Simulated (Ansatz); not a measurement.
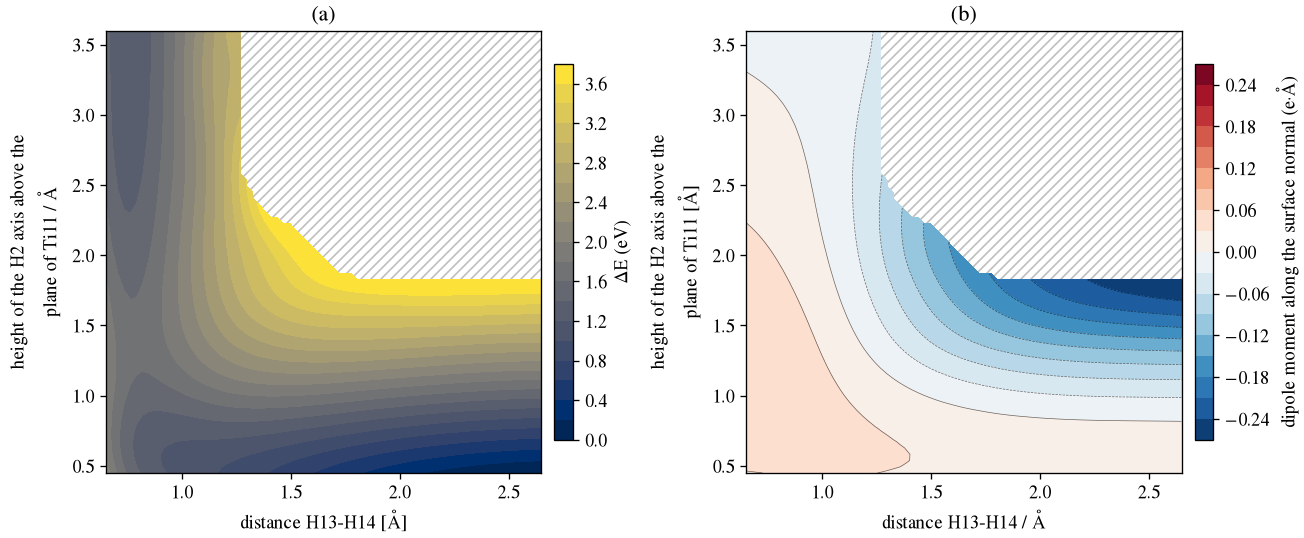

H₂ on a Ti(100) slab cut from the P6/mmm phase, its upper half relaxed before the scan (12 atoms of substrate and one adsorbate in a 2 × 1 cell). H2 lies flat over one site of a rigid substrate while its bond length and height are varied; it sits over a hollow of the top layer over the deeper atom Ti9, heights counted from the top plane, its axis along the first surface vector. The first coordinate is: distance H13-H14; the second: height of the H2 axis above the plane of Ti11. The grid has 8 × 9 points. At 15 points there is no value (left out: too close to the surface, or the stretched molecule far from it). Points are written as (first, second). Energies: eV, counted from the lowest grid point. The calculation used DFT PBE, scalar-relativistic, plane waves, PAW (Ansatz). Settings: cutoff 420 eV, k-mesh 5×6×1, gaussian smearing 0.1 eV, no spin polarisation.

Panel (a) is the energy and panel (b) the computed dipole moment along the surface normal on the same grid.

The picture shows filled contours, hatched blanks where no value was computed. Between grid points the surface is interpolated.

How does the dipole moment along the surface normal vary over the map, and what is it at the lowest grid point?

Answer. Leaving out the highest fifth of the energies, it runs from −0.15 e·Å at (2.650 Å, 1.41 Å) to 0.06 e·Å at (0.650 Å, 1.41 Å). At the lowest grid point, (2.650 Å, 0.45 Å), it is 0.02 e·Å. That point lies on the edge of the scan.

PAW datasets: the set soft_1.
